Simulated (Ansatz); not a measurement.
Zr2N

```yaml
crystal:
  lattice:
    - [5.41434, 0.00000, -3.30319]
    - [-5.41434, 0.00000, -3.30319]
    - [0.00000, 5.41434, 3.30319]
  atoms:
    - { symbol: Zr, position: [0.79655, 0.50000, 0.29655] }
    - { symbol: Zr, position: [0.29655, 0.00000, 0.29655] }
    - { symbol: Zr, position: [0.20345, 0.50000, 0.70345] }
    - { symbol: Zr, position: [0.70345, 0.00000, 0.70345] }
    - { symbol: Zr, position: [0.75000, 0.95345, 0.20345] }
    - { symbol: Zr, position: [0.25000, 0.45345, 0.20345] }
    - { symbol: Zr, position: [0.75000, 0.54655, 0.79655] }
    - { symbol: Zr, position: [0.25000, 0.04655, 0.79655] }
    - { symbol: N, position: [0.50000, 0.50000, 0.00000] }
    - { symbol: N, position: [0.00000, 0.00000, 0.00000] }
    - { symbol: N, position: [0.75000, 0.25000, 0.50000] }
    - { symbol: N, position: [0.25000, 0.75000, 0.50000] }
```

Space group P4₂/mnm; a structure from a database of computed crystals, not necessarily the ambient phase.

These are results of DFT r2SCAN, scalar-relativistic, plane waves, PAW (Ansatz), not measurements.

Core electrons are frozen (PAW), and the valence fields are smoothed inside the atomic spheres.

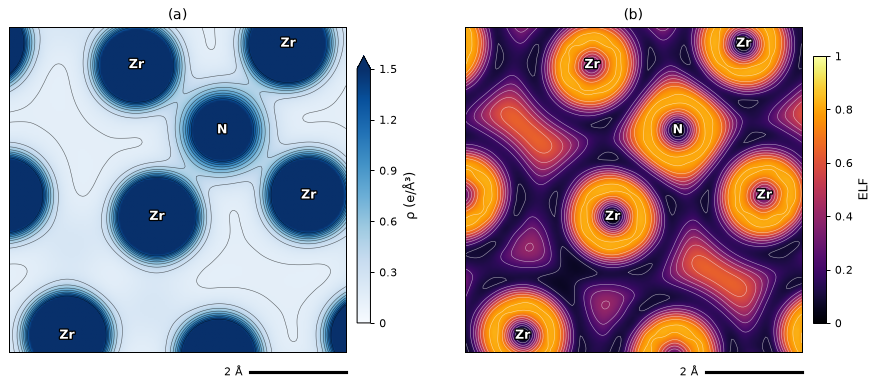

Figure 1. (a) valence pseudo-density; (b) ELF on the (010) plane of the calculation cell.

Question: What does the map show?

Answer: The section cuts through Zr and N sites. Zr–N (2.27 Å): ρ at the midpoint is about 0.47 e/Å³; the ELF peaks at about 0.80 in the valence shell of N, 0.7 Å from its nucleus, and drops to about 0.15 between the two atoms; no localised pair shows between them. Zr–Zr (3.12 Å): the density is about 0.16 e/Å³ at the midpoint; the ELF is about 0.10 at the midpoint; no shared electron pair shows on this line. Zr–Zr (3.21 Å): the density is about 0.16 e/Å³ at the midpoint; the ELF is about 0.15 at the midpoint (no shared electron pair shows on this line). Between the atoms the lowest density in this plane is 0.14 e/Å³. The features right at Zr lie inside the PAW spheres, where the map follows smoothed inner orbitals and isn't to be read closely.

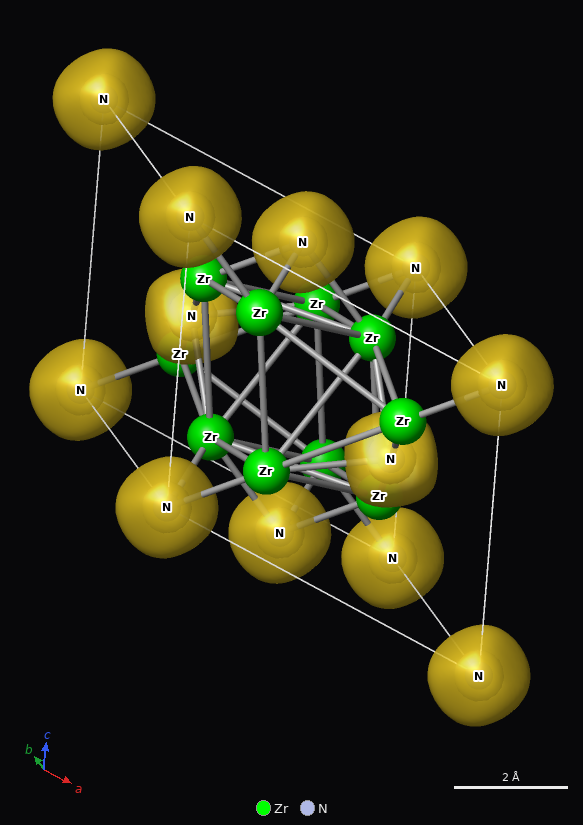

Figure 2. Isosurface of the ELF at 0.7 (yellow), seen slightly off an axis. Core shells and regions of very low density are left out. Sticks mark near contacts.

Question: Where are the electrons localised?

Answer: At this value the surface marks out four regions wrapped around N (the valence shell of each), counted in one cell of 12 atoms. Regions shared between cells count once.

Question: Does the calculation make it a metal, or give it a gap?

Answer: It is gapless in this calculation (a metal or semimetal).
